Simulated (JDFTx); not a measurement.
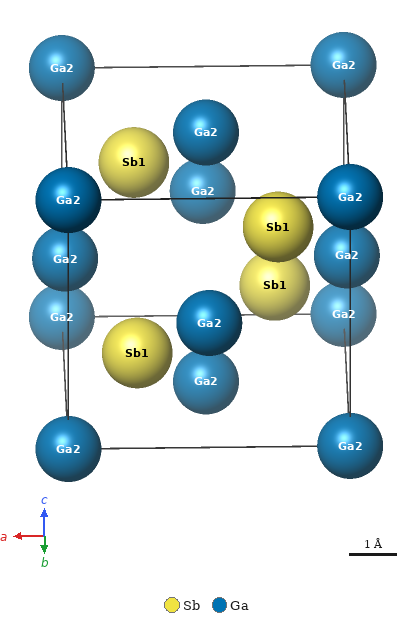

**Figure 1.** The input geometry (spheres-only view of the cell 4 times as large as that of the calculation, set on its symmetry axes, seen at an oblique angle; atoms are numbered from 1 in the order of the input).

**Band-structure run of GaSb**

The run: band-structure run of GaSb (2 atoms in the cell). Method and program: Kohn-Sham DFT of a periodic cell, PBEsol, PseudoDojo-SR-PBEsol-0.4.1-standard, no spin polarisation (JDFTx 1.7.0 (patched build)).

The structure derives from an entry of the Crystallography Open Database.

**The program's output**
```
*************** JDFTx 1.7.0 (patched build) ***************

Input parsed successfully to the following command list (including defaults):
[... the input with its defaults ...]

---------- Initializing the Grid ----------
R =
[            0      5.78067      5.78067  ]
[      5.78067            0      5.78067  ]
[      5.78067      5.78067            0  ]
unit cell volume = 386.336
G =
[  -0.543465   0.543465   0.543465  ]
[   0.543465  -0.543465   0.543465  ]
[   0.543465   0.543465  -0.543465  ]
Minimum fftbox size, Smin = [  68  68  68  ]
Chosen fftbox size, S = [  70  70  70  ]

---------- Initializing tighter grid for wavefunction operations ----------
R =
[            0      5.78067      5.78067  ]
[      5.78067            0      5.78067  ]
[      5.78067      5.78067            0  ]
unit cell volume = 386.336
G =
[  -0.543465   0.543465   0.543465  ]
[   0.543465  -0.543465   0.543465  ]
[   0.543465   0.543465  -0.543465  ]
Minimum fftbox size, Smin = [  48  48  48  ]
Chosen fftbox size, S = [  48  48  48  ]

---------- Exchange Correlation functional ----------
Initalized PBEsol GGA exchange.
Initalized PBEsol GGA correlation.

---------- Setting up pseudopotentials ----------
Width of ionic core gaussian charges (only for fluid interactions / plotting) set to 0

Reading pseudopotential file 'pseudo/Sb.upf':
  'Sb' pseudopotential, 'PBESOL' functional
  Generated using ONCVPSP code by D. R. Hamann
  15 valence electrons, 3 orbitals, 6 projectors, 1001 radial grid points, with lMax = 2
    4D    l: 2   occupation: 10.0   eigenvalue: -1.229265
    5S    l: 0   occupation:  2.0   eigenvalue: -0.473197
    5P    l: 1   occupation:  3.0   eigenvalue: -0.178030
  Core radius for overlap checks: 2.05 bohrs.

Reading pseudopotential file 'pseudo/Ga.upf':
  'Ga' pseudopotential, 'PBESOL' functional
  Generated using ONCVPSP code by D. R. Hamann
  13 valence electrons, 3 orbitals, 6 projectors, 1001 radial grid points, with lMax = 2
    3D    l: 2   occupation: 10.0   eigenvalue: -0.704192
    4S    l: 0   occupation:  2.0   eigenvalue: -0.329374
    4P    l: 1   occupation:  1.0   eigenvalue: -0.094479
  Core radius for overlap checks: 1.84 bohrs.

Initialized 2 species with 2 total atoms.

Folded 50 k-points by 1x1x1 to 50 k-points.

---------- Setting up k-points, bands, fillings ----------
No reducable k-points.
Computing the number of bands and number of electrons
Calculating initial fillings.
nElectrons:  28.000000   nBands: 21   nStates: 50

----- Setting up reduced wavefunction bases (one per k-point) -----
average nbasis = 4668.460 , ideal nbasis = 4668.195

---------- Setting up ewald sum ----------
Optimum gaussian width for ewald sums = 2.625481 bohr.
Real space sum over 1331 unit cells with max indices [  5  5  5  ]
Reciprocal space sum over 2197 terms with max indices [  6  6  6  ]

---------- Allocating electronic variables ----------
Reading n from file 'run.n' ... done
Initializing wave functions:  linear combination of atomic orbitals
Note: number of bands (21) exceeds available atomic orbitals (18)

----------- Band structure minimization -------------
Minimization will be done independently for each quantum number.

---- Minimization of quantum number:     0  [ +0.0000000 +0.0000000 +0.0000000 ]  0.040000000 ----
BandDavidson: Iter:   0  Eband: -0.009860268509146
BandDavidson: Iter:   1  Eband: -0.033456638192099  dEband: -2.359637e-02
BandDavidson: Iter:   2  Eband: -0.037485032795394  dEband: -4.028395e-03
BandDavidson: Iter:   3  Eband: -0.039101115575705  dEband: -1.616083e-03
[... 680 lines of inner loops ...]
BandDavidson: Iter:   9  Eband: -0.023724833199647  dEband: -1.739158e-06
BandDavidson: Iter:  10  Eband: -0.023725677588994  dEband: -8.443893e-07
BandDavidson: Converged (dEband<1.000000e-06)
	FillingsUpdate:  mu: +0.302704477  nElectrons: 28.000000
WARNING: these k-points are no uniform mesh, so that mu and the fillings of partly filled bands are only those of these points: take mu from the calculation that made the density or potential.

Dumping 'bands.eigStats' ...
	eMin: -0.756349 at state 49 ( [ +0.500000 +0.000000 +0.500000 ] spin 0 )
	HOMO: +0.300638 at state 20 ( [ +0.000000 +0.000000 +0.000000 ] spin 0 )
	mu  : +0.302704
	LUMO: +0.313431 at state 26 ( [ +0.500000 +0.500000 +0.500000 ] spin 0 )
	eMax: +0.747476 at state 46 ( [ -0.375000 +0.250000 -0.375000 ] spin 0 )
	HOMO-LUMO gap: +0.012793
	Optical gap  : +0.034135 at state 19 ( [ +0.046875 +0.046875 +0.093750 ] spin 0 )
Done!
```

The run was set up as follows.

**Input**
```
lattice \
    0.0000000000     5.7806722152     5.7806722152 \
    5.7806722152     0.0000000000     5.7806722152 \
    5.7806722152     5.7806722152     0.0000000000
coords-type Cartesian
ion Sb     8.6710083228     8.6710083228     8.6710083228 1
ion Ga     0.0000000000     0.0000000000     0.0000000000 1

ion-species pseudo/Sb.upf
ion-species pseudo/Ga.upf
elec-cutoff 40 320
elec-ex-corr gga-PBEsol
elec-smearing Fermi 0.0018374661
elec-n-bands 21
electronic-minimize nIterations 30 energyDiffThreshold 1e-06
davidson-band-ratio 1.3
forces-output-coords Cartesian
include path.kpoints
symmetries none
fix-electron-density run.$VAR

dump-name bands.$VAR
dump End Ecomponents EigStats BandEigs Kpoints Forces
```

**File path.kpoints**
```
kpoint +0.0000000000 +0.0000000000 +0.0000000000 0.020000000000
kpoint +0.0714285714 +0.0000000000 +0.0714285714 0.020000000000
kpoint +0.1428571429 +0.0000000000 +0.1428571429 0.020000000000
kpoint +0.2142857143 +0.0000000000 +0.2142857143 0.020000000000
kpoint +0.2857142857 +0.0000000000 +0.2857142857 0.020000000000
kpoint +0.3571428571 +0.0000000000 +0.3571428571 0.020000000000
kpoint +0.4285714286 +0.0000000000 +0.4285714286 0.020000000000
kpoint +0.5000000000 +0.0000000000 +0.5000000000 0.020000000000
kpoint +0.5000000000 +0.0833333333 +0.5833333333 0.020000000000
kpoint +0.5000000000 +0.1666666667 +0.6666666667 0.020000000000
kpoint +0.5000000000 +0.2500000000 +0.7500000000 0.020000000000
kpoint +0.4375000000 +0.3125000000 +0.7500000000 0.020000000000
kpoint +0.3750000000 +0.3750000000 +0.7500000000 0.020000000000
kpoint +0.3281250000 +0.3281250000 +0.6562500000 0.020000000000
kpoint +0.2812500000 +0.2812500000 +0.5625000000 0.020000000000
kpoint +0.2343750000 +0.2343750000 +0.4687500000 0.020000000000
kpoint +0.1875000000 +0.1875000000 +0.3750000000 0.020000000000
kpoint +0.1406250000 +0.1406250000 +0.2812500000 0.020000000000
kpoint +0.0937500000 +0.0937500000 +0.1875000000 0.020000000000
kpoint +0.0468750000 +0.0468750000 +0.0937500000 0.020000000000
kpoint +0.0000000000 +0.0000000000 +0.0000000000 0.020000000000
kpoint +0.0833333333 +0.0833333333 +0.0833333333 0.020000000000
kpoint +0.1666666667 +0.1666666667 +0.1666666667 0.020000000000
kpoint +0.2500000000 +0.2500000000 +0.2500000000 0.020000000000
kpoint +0.3333333333 +0.3333333333 +0.3333333333 0.020000000000
kpoint +0.4166666667 +0.4166666667 +0.4166666667 0.020000000000
kpoint +0.5000000000 +0.5000000000 +0.5000000000 0.020000000000
kpoint +0.5250000000 +0.4500000000 +0.5250000000 0.020000000000
kpoint +0.5500000000 +0.4000000000 +0.5500000000 0.020000000000
kpoint +0.5750000000 +0.3500000000 +0.5750000000 0.020000000000
kpoint +0.6000000000 +0.3000000000 +0.6000000000 0.020000000000
kpoint +0.6250000000 +0.2500000000 +0.6250000000 0.020000000000
kpoint +0.5625000000 +0.2500000000 +0.6875000000 0.020000000000
kpoint +0.5000000000 +0.2500000000 +0.7500000000 0.020000000000
kpoint +0.5000000000 +0.2916666667 +0.7083333333 0.020000000000
kpoint +0.5000000000 +0.3333333333 +0.6666666667 0.020000000000
kpoint +0.5000000000 +0.3750000000 +0.6250000000 0.020000000000
kpoint +0.5000000000 +0.4166666667 +0.5833333333 0.020000000000
kpoint +0.5000000000 +0.4583333333 +0.5416666667 0.020000000000
kpoint +0.5000000000 +0.5000000000 +0.5000000000 0.020000000000
kpoint +0.4791666667 +0.4791666667 +0.5416666667 0.020000000000
kpoint +0.4583333333 +0.4583333333 +0.5833333333 0.020000000000
kpoint +0.4375000000 +0.4375000000 +0.6250000000 0.020000000000
kpoint +0.4166666667 +0.4166666667 +0.6666666667 0.020000000000
kpoint +0.3958333333 +0.3958333333 +0.7083333333 0.020000000000
kpoint +0.3750000000 +0.3750000000 +0.7500000000 0.020000000000
kpoint +0.6250000000 +0.2500000000 +0.6250000000 0.020000000000
kpoint +0.5833333333 +0.1666666667 +0.5833333333 0.020000000000
kpoint +0.5416666667 +0.0833333333 +0.5416666667 0.020000000000
kpoint +0.5000000000 +0.0000000000 +0.5000000000 0.020000000000
```

Run as:
```bash
jdftx -c 1 -i bands.in -o bands.out
```

**Key numbers**

| quantity | value |
| --- | --- |
| outcome | converged |
| space group (tolerance 0.01 Å) | F-43m (216) |
| electrons treated | 28 |
| Fermi energy | 8.232 eV |
| gap on the band path | 0.00 eV |
| hardware | 1 thread of AMD EPYC (Zen 3), 128 GiB of memory available, shared host |
| wall time | 65 s |
| peak memory | 0.16 GiB |
